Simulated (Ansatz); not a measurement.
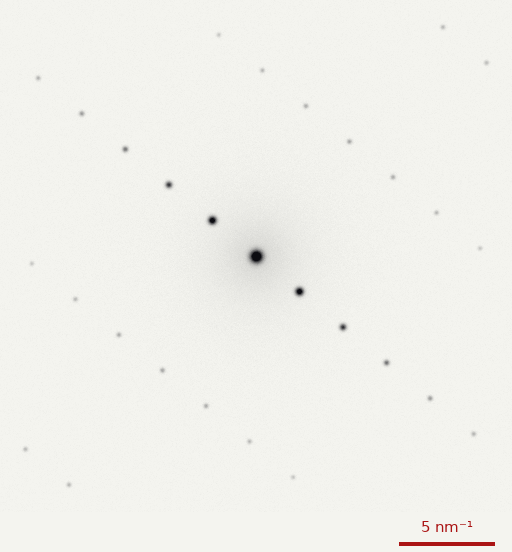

Simulated selected-area electron diffraction pattern (120 kV, kinematic approximation, thin crystal, B = 0.5 Å² for all atoms).

Phase: C, space group P6/mmm (No. 191), a = 6.744 Å, c = 1.284 Å (hexagonal axes). Structure: the end point of a relaxation with Ansatz 0.2.0, DFT, BLYP, plane waves (420 eV) with PAW, scalar-relativistic; the starting structure was generated, so it need not be a known form of this composition.

```
atom  site  symmetry       x       y       z
   C    1a     6/mmm  0.0000  0.0000  0.0000
   C    2d      -6m2  0.3333  0.6667  0.5000
```

Determine the zone axis from the geometry of the pattern.

Answer. The spots form a rectangular net whose two shortest vectors correspond to d = 3.37 Å and 1.28 Å, 90.0° apart. They index as 1 -2 0 and 0 0 1 (weak), so the zone axis is ±[210] (or an equivalent direction of <210>). The zone [212] gives nearly the same net, so geometry alone does not settle it; this pattern was computed for [210].

List the strongest reflections.

Answer. Strongest reflections with d > 0.80 Å, one of each family (|F|² from tabulated Gaussian fits of the electron scattering factors, times a small damping for the curvature of the Ewald sphere):

```tsv
hkl	d (Å)	I (strongest = 100)
1 -2 0	3.372	100
2 -4 0	1.686	26
3 -6 0	1.124	7
4 -8 0	0.843	2
0 0 1	1.284	1
1 -2 1	1.200	1
```
